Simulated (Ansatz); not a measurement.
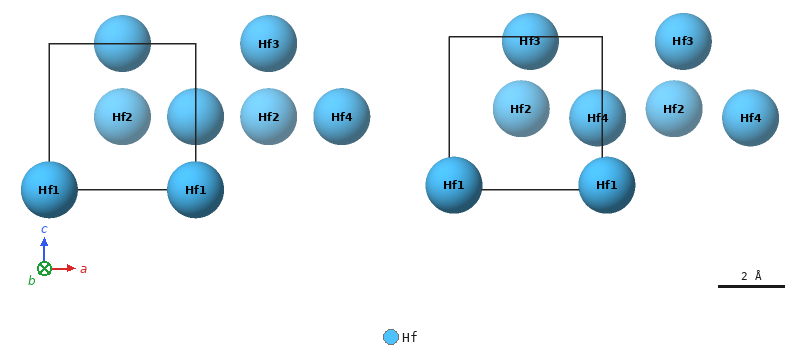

Two geometries of a crystal of Hf (built on the N_198 type) (coarse preliminary run), drawn at one scale. One is the start of a relaxation, the other its converged end. The picture is a spheres-only view of the cell of the calculation, repeated 2 × 1 × 1 with one cell outlined, seen along the b axis.

Computed with Ansatz, DFT PBE, scalar-relativistic, plane waves, PAW. Settings: plane-wave cutoff 420 eV; k-point mesh 4 × 4 × 4; occupations gaussian; smearing width 0.1 eV; no spin polarisation; cell and atoms relaxed; force threshold 0.04 eV/Å; at most 70 steps.

Q: Which one is relaxed?

A: The left one is the relaxed one. Case: N type (P2_13, No. 198). The energy falls by 288 meV per atom in 3 accepted moves (4 points after the start). The largest force component goes from 0.72 to 0.0023 eV/Å. The pressure goes from −9.27 to 0.00 GPa. The SCF was repeated once at an unchanged geometry on a basis and grid sized afresh for the cell, which shifted the energy by 0.7 meV per atom at most. The largest moves relative to the cell, 0.23 Å, are those of Hf1, Hf2, Hf3 and Hf4. Hf2 goes along [1 1 −1]. Cell: a = b = c 4.695 → 4.489 Å (−4.4 %). Volume −12.6 %. Among the contacts that change: Hf1–Hf2 3.536 → 3.173 Å, Hf1–Hf2 (another image) 3.139 → 3.175 Å. Among the angles between lasting bonds that change: Hf2–Hf1–Hf3 68.5° → 60.0°, Hf2–Hf1–Hf4 128.2° → 120.0°, Hf2–Hf1–Hf2 96.8° → 90.0°. The space group (tolerance 0.01 Å) goes from P2_13 (No. 198) to Fm-3m (No. 225). The run took roughly 16 core-seconds on a shared host.
